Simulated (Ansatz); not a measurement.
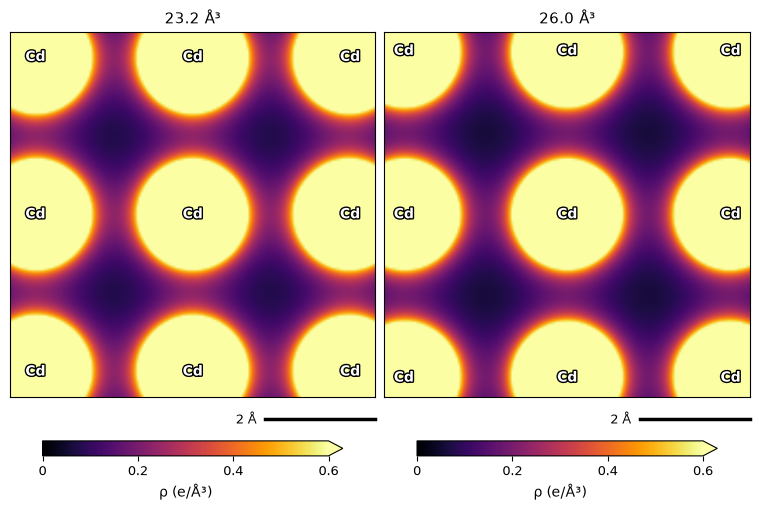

Cd. The valence pseudo-density of cells scaled evenly to different volumes (given per atom above each panel), on the (010) plane of each (indices in the axes of the cell below), at one length scale and on one colour scale.

A generated structure, not necessarily the stable one.

All numbers below come from Ansatz, DFT, LDA (PW92), plane waves (420 eV) with PAW, scalar-relativistic.

Core electrons are frozen (PAW), and the valence fields are smoothed inside the atomic spheres.

The largest cell:

```
CELL_PARAMETERS angstrom
2.96220 0.00000 0.00000
0.00000 2.96220 0.00000
0.00000 0.00000 2.96220
ATOMIC_POSITIONS crystal
Cd 0.00000 0.00000 0.00000
```

| volume (Å³/atom) | Cd–Cd contact in the plane (Å) | ρ at its midpoint (e/Å³) | 
| --- | --- | --- |
| 23.21 | 2.852 | 0.233 | 
| 25.06 | 2.927 | ? | 
| 25.99 | 2.962 | 0.193 | 

**Estimate the missing row, and compare with the calculation.**

Over the known rows ln ρ falls by 1.71 per Å of Cd–Cd distance (the line through the two), which gives 0.205 e/Å³ at 2.927 Å; the calculation gives 0.205 e/Å³.
